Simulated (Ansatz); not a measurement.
**Al$_{3}$GaN$_{4}$: a changed input and its effect**

System: Al$_{3}$GaN$_{4}$ (P-43m, 8 atoms in the cell).
Method of the first run: DFT r2SCAN, scalar-relativistic, plane waves, PAW, no spin polarisation (Ansatz 0.2.0).

The structure derives from a Materials Project entry. Text and figures count atoms from 1; the logs count them from 0 in places.

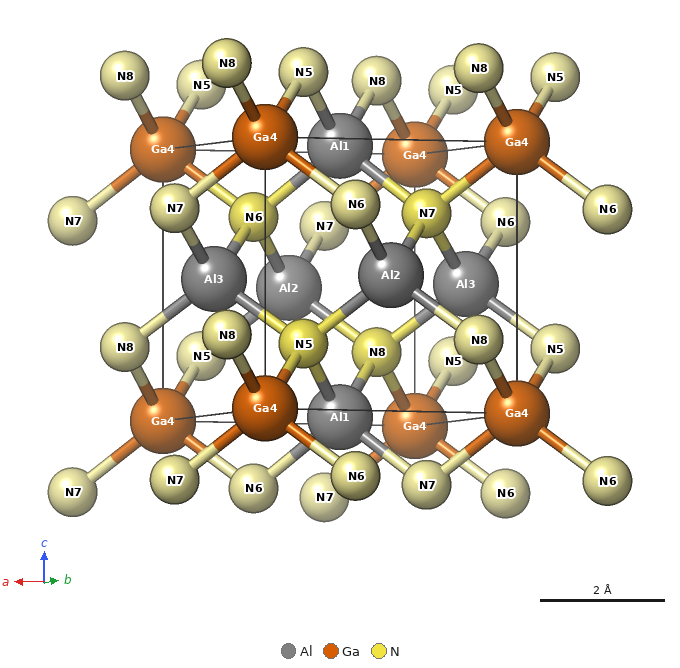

Fig. 1: The structure (ball-and-stick view of the cell of the calculation, seen at an oblique angle; neighbours outside the cell are drawn fainter; atoms are numbered from 1 in the order of the input). An atom can appear more than once, as a periodic image. Near neighbours in the periodic cell (some may lie outside the picture): Al has 4 N at 1.89 Å; Ga has 4 N at 1.95 Å; N has 3 Al at 1.89 Å and 1 Ga at 1.95 Å.

## The input, the first run
```yaml
crystal:
  lattice:
    - [4.4012372935, 0.0, 0.0]
    - [0.0, 4.4012372935, 0.0]
    - [0.0, 0.0, 4.4012372935]
  atoms:
    - { symbol: Al, position: [0.5, 0.5, 0.0] }
    - { symbol: Al, position: [0.5, 0.0, 0.5] }
    - { symbol: Al, position: [0.0, 0.5, 0.5] }
    - { symbol: Ga, position: [0.0, 0.0, 0.0] }
    - { symbol: "N", position: [0.7444581597, 0.7444581597, 0.2555418403] }
    - { symbol: "N", position: [0.7444581597, 0.2555418403, 0.7444581597] }
    - { symbol: "N", position: [0.2555418403, 0.7444581597, 0.7444581597] }
    - { symbol: "N", position: [0.2555418403, 0.2555418403, 0.2555418403] }
basis:
  ecutwfc: 500
kpoints:
  mp_grid: { grid: [6, 6, 6] }
  band_path: { path: [VBM, CBM], npoints: 2 }
hamiltonian:
  xc: r2scan
scf:
  occupations: { method: gaussian, width: 0.02 }
output:
  forces: true
  stress: true
  eigenvalues: true
checkpoint:
  read: start.run
  write: ck
  compress: false
  write_wavefunctions: false
  write_every: 100000
```

Command:
```bash
ansatz run input.yaml --threads 2 --pin off --max-ram 5120MiB --backend cpu --events-out ev --progress --plain --runs-dir out
```

Hardware: 2 threads of Intel Xeon @ 2.50GHz (Skylake/Cascade Lake), 189 GiB of memory available, shared host.

## Output, shortened to warnings, some set-up lines, iterations and results (the first run)
```
Basis set: ecut = 500 eV, 2109 PW (Γ), exchange–correlation on 144×144×144 points (64 copies of the dense FFT grid, shifted against one another)
Symmetry: 24 space group operations
k-points: 20 of 216 (time reversal used)
Initial density: read from a saved state, or passed on in memory by an earlier SCF of this step, an earlier step, the calling program or the single point that the run made first
[...]
SCF iter   1: F=—  HF=-6961.684535 eV  |F-HF|=—  |Δ(HF+E_count)|=         —  Δρ=5.81e-6  dr2=2.25e-8  dr2_τ=2.04e-9  ethr=4.39e-8  ⟨swp⟩=3.1  Hψ=4537  notcnv=0
SCF iter   2: F=-6961.684535 eV  HF=-6961.684535 eV  |F-HF|=6.25e-9  |Δ(HF+E_count)|=   1.61e-9  Δρ=3.57e-6  dr2=9.47e-9  dr2_τ=2.35e-10  ethr=5.36e-11  ⟨swp⟩=6.2  Hψ=1994  …
SCF 1 converged in 2 iterations: F = -6961.684535 eV  dr2 = 9.47e-9
NSCF: frozen V_eff on 20 k-points
NSCF: frozen V_eff on 20 k-points
NSCF: frozen V_eff on 20 k-points
NSCF: frozen V_eff on 6 k-points
NSCF: frozen V_eff on 3 k-points
NSCF: frozen V_eff on 12 k-points
NSCF: frozen V_eff on 14 k-points
NSCF: frozen V_eff on 7 k-points
NSCF: frozen V_eff on 11 k-points
NSCF: frozen V_eff on 4 k-points
NSCF: frozen V_eff on 11 k-points
NSCF: frozen V_eff on 11 k-points
NSCF: frozen V_eff on 4 k-points
NSCF: frozen V_eff on 3 k-points
SCF converged after 2 iterations
Free energy (F): -6961.684535 eV
Harris-Foulkes:  -6961.684535 eV  (|F-HF|=6.25e-9)
Internal energy: -6961.684535 eV  (E = F + TS)
E sigma→0 (E₀):  -6961.684535 eV
Fermi energy:    9.405467 eV
--- Per-component energies (eV) ---
  E_band       = 5.862510
  E_kinetic    = 728.470914
  E_local      = -3071.944264  (includes V_loc(G=0)·N_el)
  E_nonlocal   = 639.287635
  E_hartree    = 1353.355428
  E_xc         = -418.275375
  E_vxc        = -501.022646  (∫ρ·V_xc dr)
  E_paw        = -3944.580636  (= ΣΔE_a)
  E_vpaw       = -522.677493  (= ΣTr[D̂ρ^β])
  E_aug_tail   = 0.000039  (compensation charges beyond the density's cutoff)
  E_vtau       = 27.037288  (kinetic-family band-sum trace: ∫τ·v_τ [+ j·A + Jᵃ·Aᵃ] dr)
  E_ewald      = -2247.046623
  E_core_change = -0.951652  (= ΣΔE_core)
  E_smearing   = -0.000000  (= −TS)
  E_closure    = -0.000000  (closes the sum)
  Σ components = -6961.684535   (vs F -6961.684535, Δ=0.00e0)
--- Forces (eV/Å), atoms counted from 1 ---
  atom   1  Al    -0.00000000     0.00000000     0.00000000
  atom   2  Al    -0.00000000     0.00000000     0.00000000
  atom   3  Al    -0.00000000     0.00000000    -0.00000000
  atom   4  Ga    -0.00000000     0.00000000     0.00000000
  atom   5  N     -0.00006744    -0.00006744     0.00006744
  atom   6  N     -0.00006744     0.00006744    -0.00006744
  atom   7  N      0.00006744    -0.00006744    -0.00006744
  atom   8  N      0.00006744     0.00006744     0.00006744
  max |Σ_I F_I| component: 1.89e-16 eV/Å
--- Stress (GPa, compression-positive) ---
        0.000186       0.000000       0.000000
        0.000000       0.000186      -0.000000
        0.000000      -0.000000       0.000186
  P = ⅓ Tr σ = 0.0002 GPa (0.002 kbar)
```

The input of the second run differs as follows (lines with − go, lines with + come):
```diff
-    - [4.4012372935, 0.0, 0.0]
-    - [0.0, 4.4012372935, 0.0]
-    - [0.0, 0.0, 4.4012372935]
+    - [4.5332744123, 0.0, 0.0]
+    - [0.0, 4.5332744123, 0.0]
+    - [0.0, 0.0, 4.2524029856]
-    - { symbol: "N", position: [0.7444581597, 0.7444581597, 0.2555418403] }
-    - { symbol: "N", position: [0.7444581597, 0.2555418403, 0.7444581597] }
-    - { symbol: "N", position: [0.2555418403, 0.7444581597, 0.7444581597] }
-    - { symbol: "N", position: [0.2555418403, 0.2555418403, 0.2555418403] }
+    - { symbol: "N", position: [0.7447208392, 0.7447208392, 0.2560410684] }
+    - { symbol: "N", position: [0.7447208392, 0.2552791608, 0.7439589316] }
+    - { symbol: "N", position: [0.2552791608, 0.7447208392, 0.7439589316] }
+    - { symbol: "N", position: [0.2552791608, 0.2552791608, 0.2560410684] }
```

Predict how the results change.

With the same functional and potentials, the second run lies 16.1 meV per atom higher. The gap on the mesh goes from 4.01 to 3.65 eV. The pressure goes from 0.00 to −5.18 GPa. The volume per atom goes from 10.66 to 10.92 Å³. The irreducible k-points go from 20 to 40. The plane waves at Γ go from 2109 to 2219. On the same kind of shared host the second run took about 1.6 times as long.

## Output, shortened to warnings, some set-up lines, iterations and results (the second run)
```
Basis set: ecut = 500 eV, 2219 PW (Γ), exchange–correlation on 144×144×128 points (64 copies of the dense FFT grid, shifted against one another)
Symmetry: 8 space group operations
k-points: 40 of 216 (time reversal used)
Initial density: read from a saved state, or passed on in memory by an earlier SCF of this step, an earlier step, the calling program or the single point that the run made first
[...]
SCF iter   1: F=—  HF=-6961.555453 eV  |F-HF|=—  |Δ(HF+E_count)|=         —  Δρ=1.51e-7  dr2=1.71e-11  dr2_τ=6.19e-13  ethr=4.35e-8  ⟨swp⟩=3.1  Hψ=9122  notcnv=0
SCF iter   2: F=-6961.555453 eV  HF=-6961.555453 eV  |F-HF|=7.28e-12  |Δ(HF+E_count)|=   7.90e-9  Δρ=1.24e-7  dr2=7.01e-12  dr2_τ=3.04e-13  ethr=1.00e-12  ⟨swp⟩=5.9  Hψ=3835  …
SCF 1 converged in 2 iterations: F = -6961.555453 eV  dr2 = 7.01e-12
NSCF: frozen V_eff on 40 k-points
NSCF: frozen V_eff on 40 k-points
NSCF: frozen V_eff on 40 k-points
NSCF: frozen V_eff on 23 k-points
NSCF: frozen V_eff on 5 k-points
NSCF: frozen V_eff on 5 k-points
NSCF: frozen V_eff on 7 k-points
NSCF: frozen V_eff on 10 k-points
NSCF: frozen V_eff on 13 k-points
NSCF: frozen V_eff on 8 k-points
NSCF: frozen V_eff on 3 k-points
SCF converged after 2 iterations
Free energy (F): -6961.555453 eV
Harris-Foulkes:  -6961.555453 eV  (|F-HF|=7.28e-12)
Internal energy: -6961.555453 eV  (E = F + TS)
E sigma→0 (E₀):  -6961.555453 eV
Fermi energy:    9.118708 eV
--- Per-component energies (eV) ---
  E_band       = -4.182317
  E_kinetic    = 723.809088
  E_local      = -3093.774691  (includes V_loc(G=0)·N_el)
  E_nonlocal   = 638.422757
  E_hartree    = 1360.839662
  E_xc         = -416.768749
  E_vxc        = -499.022678  (∫ρ·V_xc dr)
  E_paw        = -3944.089776  (= ΣΔE_a)
  E_vpaw       = -522.292479  (= ΣTr[D̂ρ^β])
  E_aug_tail   = 0.000035  (compensation charges beyond the density's cutoff)
  E_vtau       = 26.996478  (kinetic-family band-sum trace: ∫τ·v_τ [+ j·A + Jᵃ·Aᵃ] dr)
  E_ewald      = -2229.042127
  E_core_change = -0.951652  (= ΣΔE_core)
  E_smearing   = -0.000000  (= −TS)
  E_closure    = -0.000000  (closes the sum)
  Σ components = -6961.555453   (vs F -6961.555453, Δ=0.00e0)
--- Forces (eV/Å), atoms counted from 1 ---
  atom   1  Al    -0.00000000     0.00000000     0.00000000
  atom   2  Al     0.00000000     0.00000000     0.00000000
  atom   3  Al    -0.00000000     0.00000000     0.00000000
  atom   4  Ga    -0.00000000     0.00000000     0.00000000
  atom   5  N     -0.00053049    -0.00053049     0.00007923
  atom   6  N     -0.00053049     0.00053049    -0.00007923
  atom   7  N      0.00053049    -0.00053049    -0.00007923
  atom   8  N      0.00053049     0.00053049     0.00007923
  max |Σ_I F_I| component: 1.82e-17 eV/Å
--- Stress (GPa, compression-positive) ---
       -7.775834       0.000000       0.000000
        0.000000      -7.775834      -0.000000
        0.000000       0.000000       0.004259
  P = ⅓ Tr σ = -5.1825 GPa (-51.825 kbar)
```

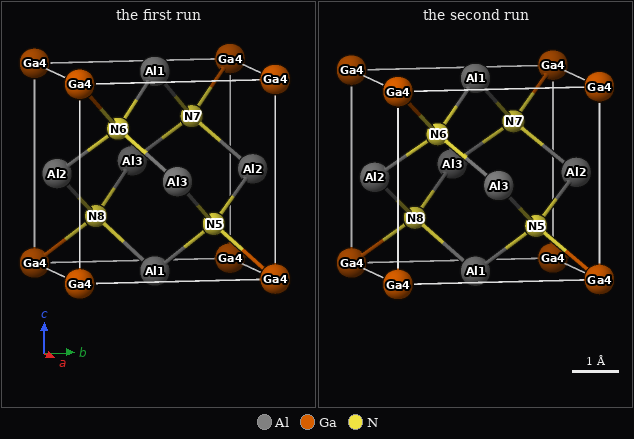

Fig. 2: The two input geometries at one scale (ball-and-stick view of the cell of the calculation, seen slightly off an axis). The atoms keep their places relative to the cell (all moves are under 0.005 Å). The drawn cell changes as follows: a = b 4.401 → 4.533 Å (+3.0 %), c 4.401 → 4.252 Å (−3.4 %); the volume changes by +2.5 %. Among the contacts that change: Ga4–N5 1.948 → 1.966 Å, Al1–N5 1.892 → 1.910 Å.

## The two runs side by side

| quantity | the first run | the second run |
| --- | --- | --- |
| outcome | converged | converged |
| free energy per atom (eV) | −870.2106 | −870.1944 |
| gap on the mesh (eV) | 4.01 | 3.65 |
| pressure (GPa) | 0.00 | −5.18 |
| volume per atom (Å³) | 10.66 | 10.92 |
| largest force (eV/Å) | 0.000 | 0.001 |
| irreducible k-points | 20 | 40 |
| plane waves at Γ | 2109 | 2219 |
| wall time (shared host) | 28 s | 44 s |
